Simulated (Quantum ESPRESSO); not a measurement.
# GaP (F-43m): a mode Grüneisen parameter, worked out

Wanted: a fit of frequency against volume for GaP (F-43m), tested on a run that is left out of it.

Main program and level: Quantum ESPRESSO 7.5; DFT PBE, scalar-relativistic, plane waves, GBRV ultrasoft pseudopotentials.

**1. The relaxed structure**

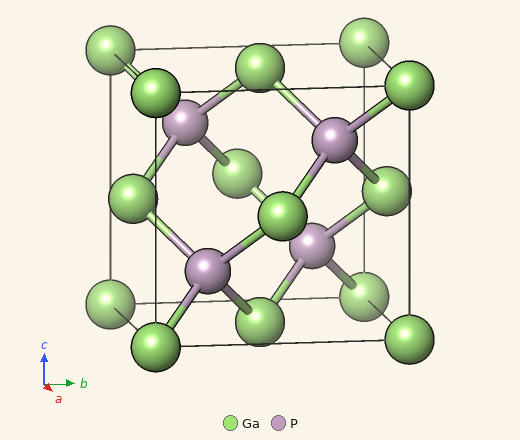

Start, viewed slightly off an axis; gallium green, phosphorus pink. This picture shows the conventional cell, with its axes. Bonds to atoms that aren't drawn are left out. Some periodic images of atoms are drawn too.

This is the cell after its relaxation at this level of theory, not the database cell from which that began.

**2. Runs at several volumes**

The relaxed cell is scaled uniformly; in this structure symmetry fixes all atoms, so nothing has to be relaxed anew. Each volume gets a ground state and a response at Γ. The mode followed is the highest one without the macroscopic field, of symmetry T2; longitudinal polar modes lie higher. Cutoff 55 Ry, k mesh 8×8×8.

From the response at V/V₀ = 0.94:

The log of the run:

```text
[banners, grids, parts of the stress and lines that vanish by symmetry left out]
Program PHONON v.7.5
     Reading xml data from directory:

[...]
Exchange-correlation= PBE
                           (   1   4   3   4   0   0   0)
[...]
kinetic-energy cut-off    =      55.0000  Ry
     charge density cut-off    =     440.0000  Ry
     convergence threshold     =      1.0E-18
[...]
Exchange-correlation= PBE
                           (   1   4   3   4   0   0   0)
[...]
q = (   0.0000000   0.0000000   0.0000000 )
     25 Sym.Ops. (with q -> -q+G )
     G cutoff = 1156.1354  (  41151 G-vectors)     FFT grid: ( 50, 50, 50)
     G cutoff =  578.0677  (  14361 G-vectors)  smooth grid: ( 36, 36, 36)
     number of k points=    29
[...]
Mode symmetry, T_d (-43m)  point group:
[...]
Dielectric constant
[...]
End of electric fields calculation
          Dielectric constant in cartesian axis
          (      10.833744329       0.000000000       0.000000000 )
          (       0.000000000      10.833744329      -0.000000000 )
          (       0.000000000       0.000000000      10.833744329 )
          Effective charges (d Force / dE) in cartesian axis without acoustic sum rule applied (asr)
           atom    1  Ga    Mean Z*:        2.09130
      Ex  (        2.09130        0.00000        0.00000 )
      Ey  (        0.00000        2.09130        0.00000 )
      Ez  (        0.00000        0.00000        2.09130 )
           atom    2  P     Mean Z*:       -2.19663
      Ex  (       -2.19663        0.00000        0.00000 )
      Ey  (        0.00000       -2.19663        0.00000 )
      Ez  (        0.00000        0.00000       -2.19663 )
          Effective charges Sum: Mean:       -0.10533
[...]
Effective charges (d Force / dE) in cartesian axis with asr applied:
           atom    1  Ga    Mean Z*:        2.14396
[...]
atom    2  P     Mean Z*:       -2.14396
[...]
Representation #   1 modes #   1   2   3
[...]
End of self-consistent calculation
     Convergence has been achieved
     Representation #   2 modes #   4   5   6
[...]
End of self-consistent calculation
     Convergence has been achieved
[...]
Dielectric constant in cartesian axis
          (      10.833744329       0.000000000       0.000000000 )
          (       0.000000000      10.833744329      -0.000000000 )
          (       0.000000000       0.000000000      10.833744329 )
          Effective charges (d Force / dE) in cartesian axis without acoustic sum rule applied (asr)
           atom    1  Ga    Mean Z*:        2.09130
      Ex  (        2.09130        0.00000        0.00000 )
      Ey  (        0.00000        2.09130        0.00000 )
      Ez  (        0.00000        0.00000        2.09130 )
           atom    2  P     Mean Z*:       -2.19663
      Ex  (       -2.19663        0.00000        0.00000 )
      Ey  (        0.00000       -2.19663        0.00000 )
      Ez  (        0.00000        0.00000       -2.19663 )
          Effective charges Sum: Mean:       -0.10533
[...]
Effective charges (d Force / dE) in cartesian axis with asr applied:
           atom    1  Ga    Mean Z*:        2.14396
[...]
atom    2  P     Mean Z*:       -2.14396
[...]
q = (    0.000000000   0.000000000   0.000000000 )
[...]
freq (    1) =       0.122164 [THz] =       4.074966 [cm-1]
     freq (    2) =       0.122164 [THz] =       4.074966 [cm-1]
     freq (    3) =       0.122164 [THz] =       4.074966 [cm-1]
     freq (    4) =      11.162602 [THz] =     372.344326 [cm-1]
     freq (    5) =      11.162602 [THz] =     372.344326 [cm-1]
     freq (    6) =      11.162602 [THz] =     372.344326 [cm-1]
[...]
Mode symmetry, T_d (-43m)  point group:
     freq (   1-   3) =          4.1  [cm-1]   --> T_2  G_15 P_4   I+R
     freq (   4-   6) =        372.3  [cm-1]   --> T_2  G_15 P_4   I+R

   JOB DONE.
```

One volume, V/V₀ = 0.97, is held back as a test.

| V/V₀ | volume (Å³/atom) | pressure (GPa) | ω (cm⁻¹) |
| --- | --- | --- | --- |
| 0.94 | 19.570 | 5.67 | 372.34 |
| 0.97 | 20.194 | 2.69 | held back |
| 1 | 20.819 | 0.16 | 345.44 |
| 1.03 | 21.444 | -1.99 | 333.13 |
| 1.06 | 22.068 | -3.80 | 321.48 |

**3. The fit**

The mode Grüneisen parameter is γ = −d ln ω / d ln V.

| ln(V/V₀) | ln ω |
| --- | --- |
| -0.0619 | 5.9198 |
| 0.0000 | 5.8448 |
| 0.0296 | 5.8085 |
| 0.0583 | 5.7729 |

A straight line through these points has the slope -1.222, so γ = 1.22; at V/V₀ = 0.97 it predicts ω = exp(5.8444 + 0.0372) = 358.40 cm⁻¹.

A parabola of pressure against ln V through V/V₀ = 0.97, 1 and 1.03 gives the bulk modulus B = −dP/d ln V = 78 GPa at V₀. With ω₀ from the fitted line the pressure coefficient follows as dω/dP = γ ω₀ / B = 1.22 × 345.3 / 78 = 5.43 cm⁻¹/GPa.

**4. The run that was held back**

The log of the run:

```text
[banners, grids, parts of the stress and lines that vanish by symmetry left out]
[banner, memory and clock lines left out]
Program PHONON v.7.5

[...]
Exchange-correlation= PBE
                           (   1   4   3   4   0   0   0)
[...]
kinetic-energy cut-off    =      55.0000  Ry
     charge density cut-off    =     440.0000  Ry
     convergence threshold     =      1.0E-18
[...]
Exchange-correlation= PBE
                           (   1   4   3   4   0   0   0)
[...]
q = (   0.0000000   0.0000000   0.0000000 )
     25 Sym.Ops. (with q -> -q+G )
     G cutoff = 1180.6050  (  42615 G-vectors)     FFT grid: ( 50, 50, 50)
     G cutoff =  590.3025  (  15065 G-vectors)  smooth grid: ( 36, 36, 36)
     number of k points=    29
[...]
Mode symmetry, T_d (-43m)  point group:
[...]
Dielectric constant
[...]
End of electric fields calculation
          Dielectric constant in cartesian axis
          (      11.152300833      -0.000000000      -0.000000000 )
          (      -0.000000000      11.152300833      -0.000000000 )
          (      -0.000000000       0.000000000      11.152300833 )
          Effective charges (d Force / dE) in cartesian axis without acoustic sum rule applied (asr)
           atom    1  Ga    Mean Z*:        2.14348
      Ex  (        2.14348       -0.00000        0.00000 )
      Ey  (        0.00000        2.14348        0.00000 )
      Ez  (       -0.00000        0.00000        2.14348 )
           atom    2  P     Mean Z*:       -2.25244
      Ex  (       -2.25244        0.00000       -0.00000 )
[...]
Representation #   1 modes #   1   2   3
[...]
End of self-consistent calculation
     Convergence has been achieved
     Representation #   2 modes #   4   5   6
[...]
End of self-consistent calculation
     Convergence has been achieved
[...]
Dielectric constant in cartesian axis
          (      11.152300833      -0.000000000      -0.000000000 )
          (      -0.000000000      11.152300833      -0.000000000 )
          (      -0.000000000       0.000000000      11.152300833 )
          Effective charges (d Force / dE) in cartesian axis without acoustic sum rule applied (asr)
           atom    1  Ga    Mean Z*:        2.14348
      Ex  (        2.14348       -0.00000        0.00000 )
      Ey  (        0.00000        2.14348        0.00000 )
      Ez  (       -0.00000        0.00000        2.14348 )
           atom    2  P     Mean Z*:       -2.25244
      Ex  (       -2.25244        0.00000       -0.00000 )
      Ey  (        0.00000       -2.25244        0.00000 )
      Ez  (       -0.00000       -0.00000       -2.25244 )
          Effective charges Sum: Mean:       -0.10896
[...]
Effective charges (d Force / dE) in cartesian axis with asr applied:
           atom    1  Ga    Mean Z*:        2.19796
[...]
atom    2  P     Mean Z*:       -2.19796
[...]
q = (    0.000000000   0.000000000   0.000000000 )
[...]
freq (    1) =       0.101199 [THz] =       3.375629 [cm-1]
     freq (    2) =       0.101199 [THz] =       3.375629 [cm-1]
     freq (    3) =       0.101199 [THz] =       3.375629 [cm-1]
     freq (    4) =      10.747098 [THz] =     358.484603 [cm-1]
     freq (    5) =      10.747098 [THz] =     358.484603 [cm-1]
     freq (    6) =      10.747098 [THz] =     358.484603 [cm-1]
[...]
Mode symmetry, T_d (-43m)  point group:
     freq (   1-   3) =          3.4  [cm-1]   --> T_2  G_15 P_4   I+R
     freq (   4-   6) =        358.5  [cm-1]   --> T_2  G_15 P_4   I+R
```

It gives 358.48 cm⁻¹ against the predicted 358.40 cm⁻¹, a miss of 0.08 cm⁻¹.

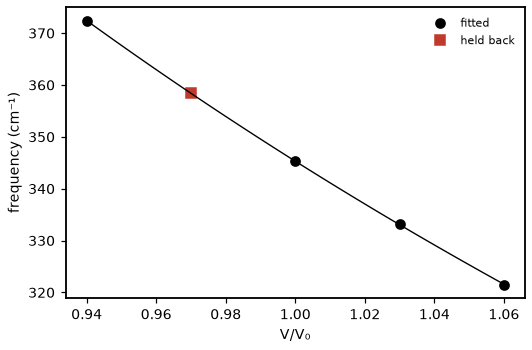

Frequency against volume, with the power-law fit.

**5. Results**

```
mode Grüneisen parameter : 1.222
bulk modulus             : 77.7 GPa
pressure coefficient     : 5.43 cm⁻¹/GPa
```

What this shows: The highest optical mode of GaP (F-43m) without the LO-TO term stiffens by 5.43 cm⁻¹ a GPa near the relaxed volume, with γ = 1.22. The power law meets all 5 runs within 0.04 %; between neighbouring volumes γ runs from 1.21 to 1.24. Such a coefficient turns a measured shift of this mode into a hydrostatic stress; uniaxial or biaxial stress splits the mode and needs deformation potentials. These are harmonic values at zero temperature for the structure held cubic, which a run at Γ can't show to be stable; the bulk modulus rests on three points.

[Host names and launcher messages were left out of these logs when they were recorded.]

[Logs are printed without paths, hosts, clocks, repeated set-up lines and the standing remarks that a program may print on its own settings, such as how far it seeks lower states.]

[Hosts, paths, dates, database ids (printed as entryN), source tags and the programs' standing remarks are cut or masked in the printed files.]
